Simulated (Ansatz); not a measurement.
Zr$_{2}$O

Input file:

```
crystal:
  lattice:
    - [3.1816503183, 0.0, 0.0]
    - [0.0, 3.1816503183, 0.0]
    - [0.0, 0.0, 4.7117412812]
  atoms:
    - { symbol: Zr, position: [0.0, 0.0, 0.5] }
    - { symbol: Zr, position: [0.5, 0.5, 0.0] }
    - { symbol: O, position: [0.0, 0.0, 0.0] }
basis:
  ecutwfc: 500
kpoints:
  mp_grid: { grid: [14, 14, 10] }
  band_path:
    path:
      - [[0.0, 0.0, 0.0], [0.0, 0.5, 0.0], [0.5, 0.5, 0.0], [0.0, 0.0, 0.0], [0.0, 0.0, 0.5], [0.0, 0.5, 0.5], [0.5, 0.5, 0.5], [0.0, 0.0, 0.5]]
      - [[0.0, 0.5, 0.0], [0.0, 0.5, 0.5]]
      - [[0.5, 0.5, 0.0], [0.5, 0.5, 0.5]]
    npoints: 14
hamiltonian:
  xc: r2scan
scf:
  occupations: { method: gaussian, width: 0.1 }
  n_extra_bands: 7
output:
  forces: true
  stress: true
  eigenvalues: true
  populations: true
  dos: { projected: true, de: 0.02, nscf_kmesh: { grid: [17, 17, 12] } }
  bader: true
  write_density: true
  write_potential: true
  elf: true
  volumetric_format: npy
```

Launched as:

```sh
ansatz run input.yaml --threads 1 --pin off --max-ram 2560MiB --backend cpu --events-out ev --progress --plain --runs-dir out
```

Below, planes, directions and counts refer to the conventional cell (a = 3.18 Å, b = 3.18 Å, c = 4.71 Å, α = 90.00°, β = 90.00°, γ = 90.00°).

Space group P4/mmm; a structure generated by program, which may or may not match a known phase.

Method: DFT r2SCAN, scalar-relativistic, plane waves, PAW (Ansatz).

The density is the valence pseudo-density of a PAW calculation; it isn't the true density close to the nuclei.

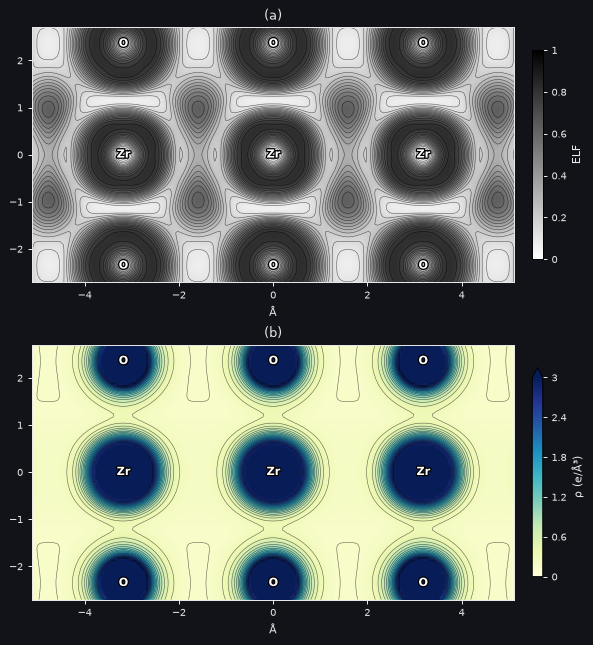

Figure 1. (a) ELF; (b) valence electron density on the (010) plane of the conventional cell.

> Read the bonding off the picture.

Atoms in the plane: Zr and O. Zr–Zr (3.18 Å): the density is about 0.19 e/Å³ at the midpoint; the ELF is about 0.30 at the midpoint. Zr–O (2.36 Å): ρ at the midpoint is about 0.32 e/Å³; the ELF peaks at about 0.80 in the valence shell of O, 0.6 Å from its nucleus, and drops to about 0.05 between the two atoms: no shared electron pair shows on this line. Between the atoms the lowest density in this plane is 0.14 e/Å³. The features right at Zr lie inside the PAW spheres, where the map follows smoothed inner orbitals and isn't to be read closely.

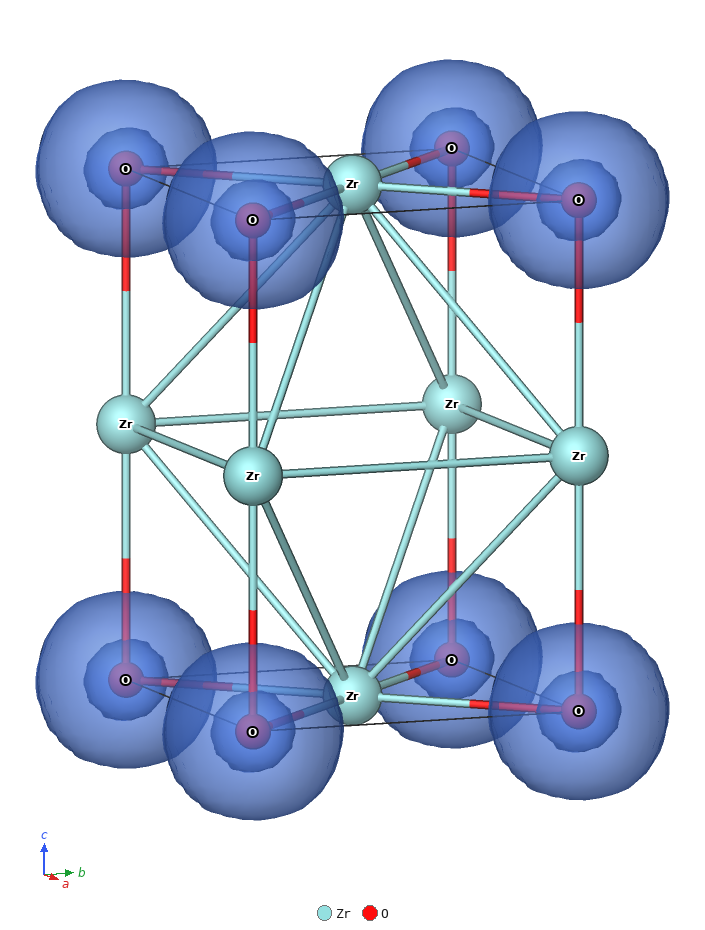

Figure 2. Isosurface of the ELF at 0.7 (blue), seen slightly off an axis. Core shells and regions of very low density are left out. Sticks mark near contacts.

> What do the ELF domains correspond to?

At this value the surface marks out one region wrapped around O (its valence shell), counted in one cell of 3 atoms. Regions shared between cells count once. Profiles from the grid: Zr–O (2.25 Å): the ELF peaks at about 0.80 in the valence shell of O, 0.6 Å from its nucleus, and drops to about 0.10 between the two atoms; no shared electron pair shows on this line.

> Does the calculation make it a metal, or give it a gap?

It is gapless in this calculation (a metal or semimetal).

> What Bader charges does the calculation give?

Electrons move from Zr towards O. Bader charges: Zr +0.49 to +1.06 and O −1.55 e.
